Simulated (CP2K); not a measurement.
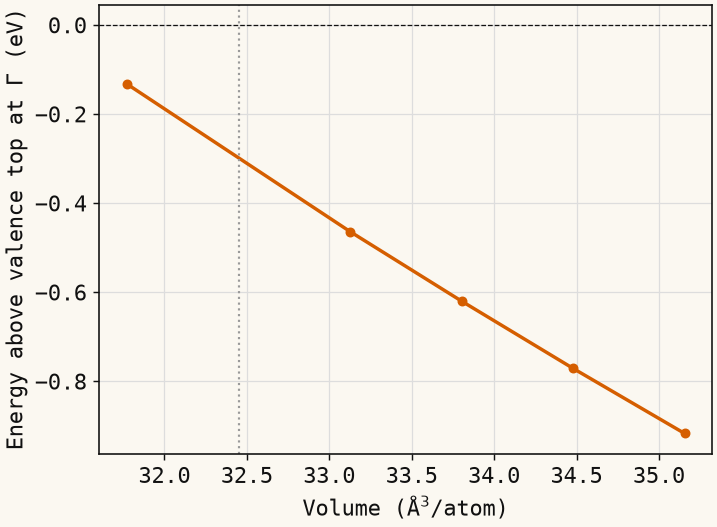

Lowest conduction level at Γ, counted from the valence-band top at Γ. A negative value at Γ means that the s-like level, then filled, lies under the p-like triplet: the bands are inverted and there is no gap. One run is left out (dotted line).

System: diamond-type Sn, space group Fd-3m, 2 atoms in the primitive cell. The cell is scaled uniformly. CP2K 2026.2; LDA, GTH_POTENTIALS Sn GTH-PADE-q4; TZVP-MOLOPT-PBE-GTH basis, no spin polarisation, no spin-orbit coupling, 7×7×7 k mesh, Fermi-Dirac smearing of 0.05 eV.

```
       volume  Γ (eV)
31.77 Å³/atom   −0.13
33.13 Å³/atom   −0.46
33.80 Å³/atom   −0.62
34.48 Å³/atom   −0.77
35.16 Å³/atom   −0.92
```

Q: Estimate the values at 32.45 Å³/atom.

A: A fit through the other points against the logarithm of the volume gives −0.30 eV at Γ (a straight line). The run itself gives −0.30 eV, within 0.01 eV of the estimate.

The basis of atomic orbitals isn't converged, which shifts gaps and empty levels. Spin-orbit coupling is left out, which matters for Sn. This isn't the form of Sn at room conditions, which is tetragonal (white tin).
